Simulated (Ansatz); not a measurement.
Consider Al₂ZnO₄.

The calculation's input:

```
crystal:
  lattice:
    - [0.0, 4.0858840485, 4.0858840485]
    - [4.0858840485, 0.0, 4.0858840485]
    - [4.0858840485, 4.0858840485, 0.0]
  atoms:
    - { symbol: Al, position: [0.125, 0.125, 0.125] }
    - { symbol: Al, position: [0.625, 0.125, 0.125] }
    - { symbol: Al, position: [0.125, 0.125, 0.625] }
    - { symbol: Al, position: [0.125, 0.625, 0.125] }
    - { symbol: Zn, position: [0.75, 0.75, 0.75] }
    - { symbol: Zn, position: [0.5, 0.5, 0.5] }
    - { symbol: O, position: [0.8892982056, 0.8892982056, 0.8892982056] }
    - { symbol: O, position: [0.9178946168, 0.3607017944, 0.3607017944] }
    - { symbol: O, position: [0.8892982056, 0.8892982056, 0.3321053832] }
    - { symbol: O, position: [0.3607017944, 0.9178946168, 0.3607017944] }
    - { symbol: O, position: [0.3321053832, 0.8892982056, 0.8892982056] }
    - { symbol: O, position: [0.3607017944, 0.3607017944, 0.3607017944] }
    - { symbol: O, position: [0.8892982056, 0.3321053832, 0.8892982056] }
    - { symbol: O, position: [0.3607017944, 0.3607017944, 0.9178946168] }
basis:
  ecutwfc: 420
kpoints:
  mp_grid: { grid: [6, 6, 6] }
hamiltonian:
  xc: lda
scf:
  occupations: { method: gaussian, width: 0.02 }
output:
  forces: true
  stress: true
  eigenvalues: true
  write_density: true
  write_potential: true
  elf: true
  volumetric_format: npy
relax:
  adjacent_minimum: "off"
  f_tol: 0.005
  max_steps: 50
  cell: { stress_tol: 0.05 }
```

Command:

```sh
ansatz run input.yaml --threads 4 --pin off --max-ram 10240MiB --backend cpu --events-out ev --progress --plain --runs-dir out
```

Below, planes, directions and counts refer to the conventional cell (a = 8.01 Å, b = 8.01 Å, c = 8.01 Å, α = 90.00°, β = 90.00°, γ = 90.00°).

The fields are those of the run's last geometry, not of the input's.

Space group Fd-3m.

These are results of DFT LDA, scalar-relativistic, plane waves, PAW (Ansatz), not measurements.

> What will maps of the valence pseudo-density and electron localisation function show?

Al–O (1.90 Å): ρ is about 0.6 e/Å³ halfway; the ELF peaks at about 0.85 in the valence shell of O, 0.7 Å from its nucleus, and is about 0.80 at the midpoint.
Zn–O (1.92 Å): ρ is about 0.67 e/Å³ halfway; the ELF peaks at about 0.85 in the valence shell of O, 0.6 Å from its nucleus, and is about 0.25 at the midpoint: no shared electron pair shows on this line.

> Does the calculation give a band gap?

It is gapped, with a Kohn–Sham gap of 4.3 eV on the k-point mesh, an upper bound to the gap of this method.

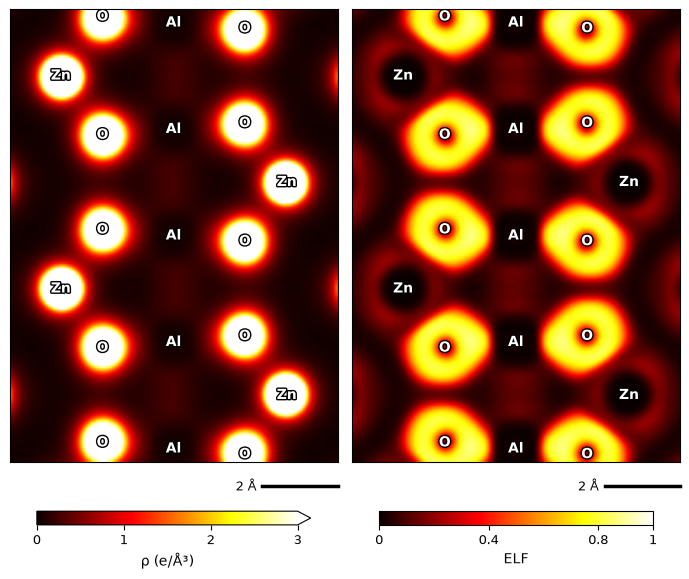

Computed valence pseudo-density and electron localisation function on the (110) plane of the conventional cell, in this order. 

Core electrons are frozen (PAW), and the valence fields are smoothed inside the atomic spheres.
